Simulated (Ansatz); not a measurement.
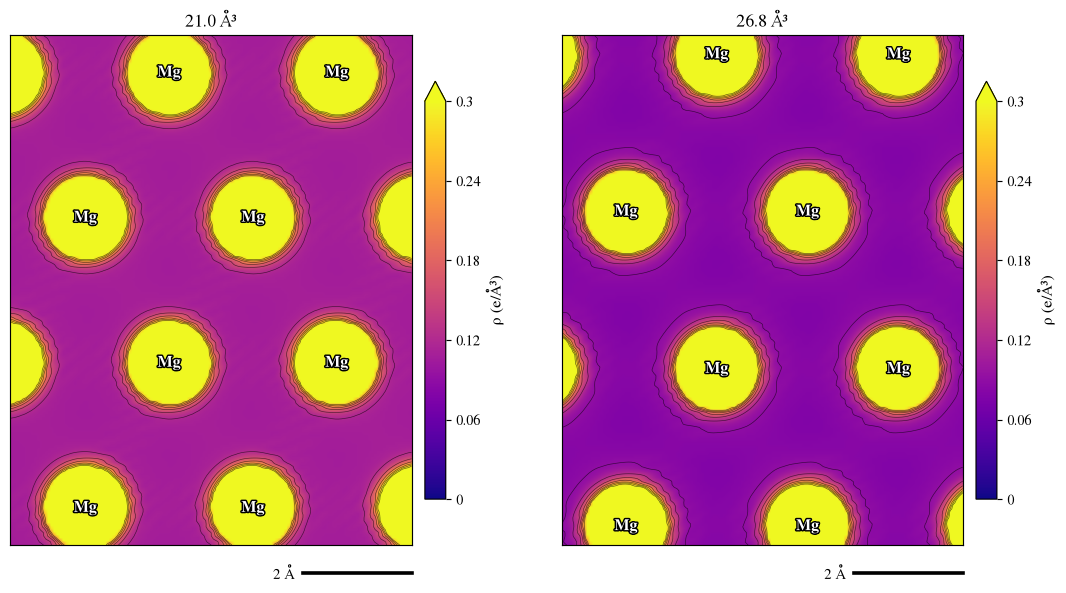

Mg. The valence electron density of cells scaled evenly to different volumes (given per atom above each panel), on the (001) plane of each (indices in the axes of the cell below), at one length scale and on one colour scale.

A generated structure, not necessarily the stable one.

Theory: DFT, RPBE, plane waves (420 eV) with PAW, scalar-relativistic (Ansatz 0.2.0).

Core electrons are frozen (PAW), and the valence fields are smoothed inside the atomic spheres.

The largest cell:

```
Mg
1.0
     0.00000    2.37385    2.37385
     2.37385    0.00000    2.37385
     2.37385    2.37385    0.00000
Mg
1
Direct
  0.00000 0.00000 0.00000
```

| volume (Å³/atom) | Mg–Mg contact in the plane (Å) | ρ at its midpoint (e/Å³) | pressure (GPa) | 
| --- | --- | --- | --- |
| 21.02 | 3.098 | 0.110 | 5.5 | 
| 22.93 | 3.189 | ? | ? | 
| 26.75 | 3.357 | 0.083 | −3.0 | 

### Estimate the missing row, and compare with the calculation.

Over the known rows ln ρ falls by 1.09 per Å of Mg–Mg distance (the line through the two), which gives 0.100 e/Å³ at 3.189 Å; the calculation gives 0.101 e/Å³. For the pressure, a straight line in volume between the neighbouring rows gives 2.7 GPa; the calculation gives 1.5, lower because pressure rises ever faster on compression.
